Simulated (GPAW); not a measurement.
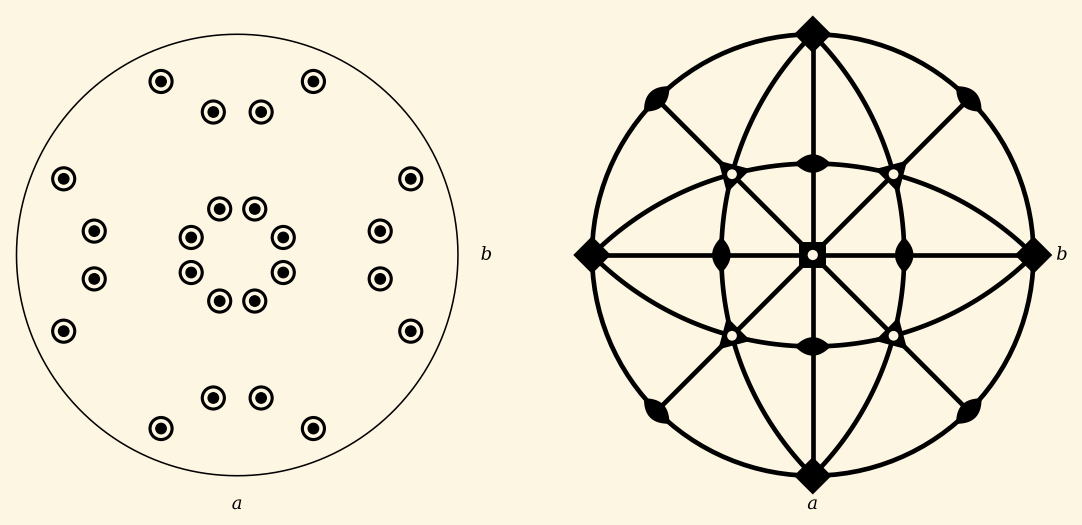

Stereographic projection: filled dots lie in the upper hemisphere, open rings in the lower; heavy lines are mirror planes (a heavy rim: a mirror in the plane of the page); lens, triangle, square and hexagon are 2-, 3-, 4- and 6-fold axes, a lens in an open square is −4, a triangle in an open hexagon −6; thin dashed diameters join the ends of axes that lie in the page; a small open circle marks inversion. The c axis points at the viewer. Left: one general form; right: the symmetry elements. Computed from the symmetry operations of a computed or model structure of composition TiCo.

Name the crystal class.

m-3m (Oh), order 48, cubic system: three fourfold axes, four threefold axes, six twofold axes, nine mirror planes, an inversion centre.

Can such a crystal be piezoelectric, pyroelectric or chiral?

It is centrosymmetric, so neither piezoelectric nor pyroelectric; it is not chiral.
